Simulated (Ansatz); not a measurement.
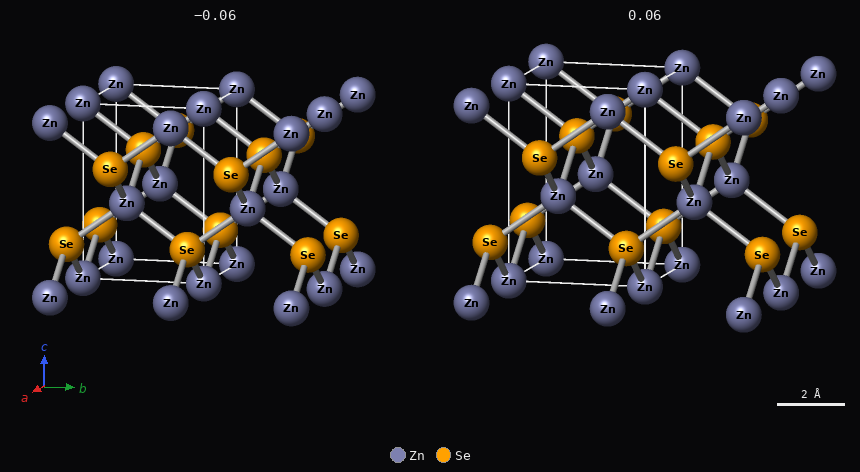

A crystal of ZnSe (set up in F-43m), under equal strain along all axes (cell held, atoms fixed by symmetry), with energies (extrapolated to zero smearing) counted from the relaxed crystal, which is the row at zero; the cubic crystal is set up in a tetragonal cell with a = a(cubic)/√2 and c = a(cubic). The picture shows the first and the last member. Style: ball-and-stick. Shown: the cell of the calculation, repeated 2 × 2 × 1 with one cell outlined, slightly off an axis.

Computed with Ansatz 0.2.0: DFT PBEsol, scalar-relativistic, plane waves, PAW. (plane-wave cutoff 420 eV; k-point mesh 8 × 8 × 6; occupations gaussian; smearing width 0.02 eV; no spin polarisation)

```csv
strain,energy (meV/atom),a (Å),c (Å),band gap (eV)
−0.06,183.77,3.744,5.295,2.03
−0.04,75.81,3.824,5.408,1.75
−0.02,17.64,3.904,5.521,1.49
0.0,0.00,3.983,5.633,1.24
0.02,15.20,4.063,5.746,1.01
0.04,?,?,?,?
0.06,119.64,4.222,5.971,0.60
```

> One row is withheld. What does the calculation give there?

A parabola through three neighbouring rows (0.0, 0.02, 0.06) gives, with Lagrange weights, (−0.3333)(0.00) + (1.0000)(15.20) + (0.3333)(119.64) = 55.08 meV/atom. The calculation gives 56.85 meV/atom (a = 4.143 Å, c = 5.859 Å). The estimate is 1.77 meV/atom too low. For the gap a parabola through the rows 0.0, 0.02, 0.06 gives 0.80 eV, and the calculation 0.80 eV (semilocal gaps, lower than measured ones as a rule). From the first member to the last: Se–Zn 2.293 → 2.586 Å.

The whole series:

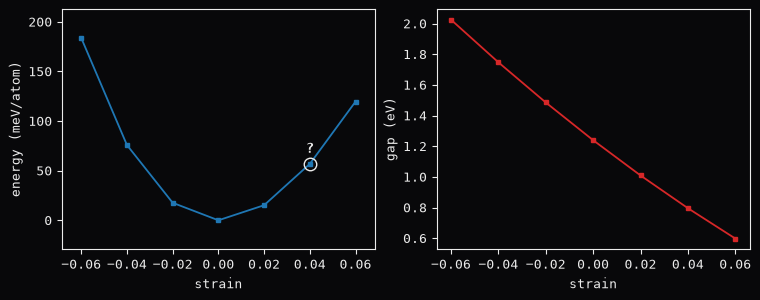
